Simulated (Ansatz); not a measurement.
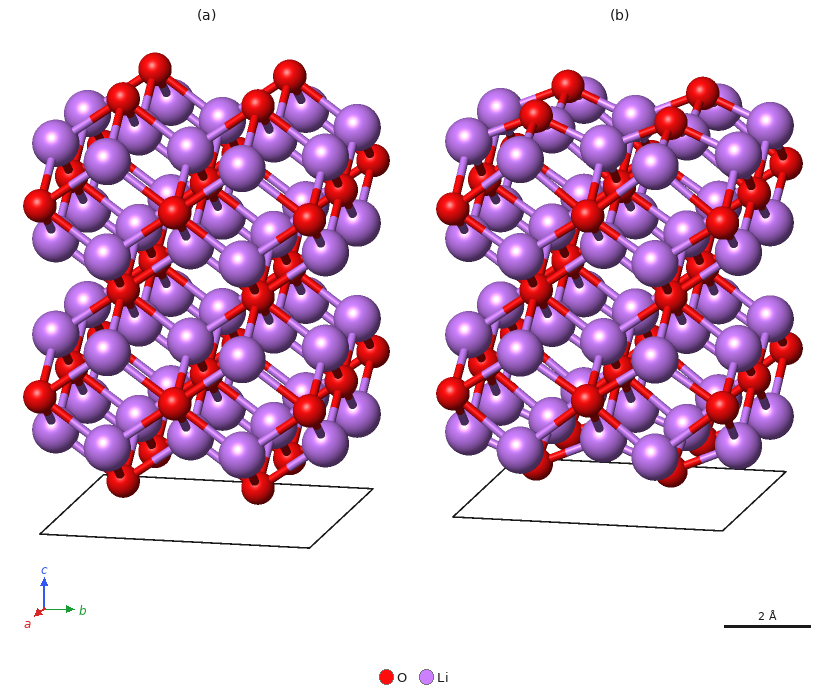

Left: a (1 0 0) slab of Li2O as cut from the relaxed bulk. Right: the same structure after one change, at the same scale. The picture is a ball-and-stick view of the 2 × 2 repeat of the cell, outlined in the plane, without the vacuum, seen slightly off an axis.

The calculation used DFT PBEsol, scalar-relativistic, plane waves, PAW in Ansatz. Settings: plane-wave cutoff 420 eV; occupations gaussian; no spin polarisation. The k-mesh is chosen for each cell (8×8×8, 8×8×1). Smearing widths differ between the runs.

The atoms of the slab are relaxed at the bulk's in-plane cell.

And its effect?

Answer. The slab isn't stoichiometric; relaxing it gains 0.645 J/m². The top spacing, between the O and Li2 planes, goes from 1.14 to 0.69 Å (−40.1 %), the bottom one (O to Li2) from 1.14 to 0.69 Å (−40.1 %). The work function of the top face goes from 9.39 to 8.20 eV. The cell stays as it was. The largest moves relative to the layer's centre, 0.41 Å, are those of O atoms. By element the largest moves are O 0.41 Å, Li 0.05 Å. Some distances before and after: Li–O 1.983 → 1.758 to 2.058 Å.
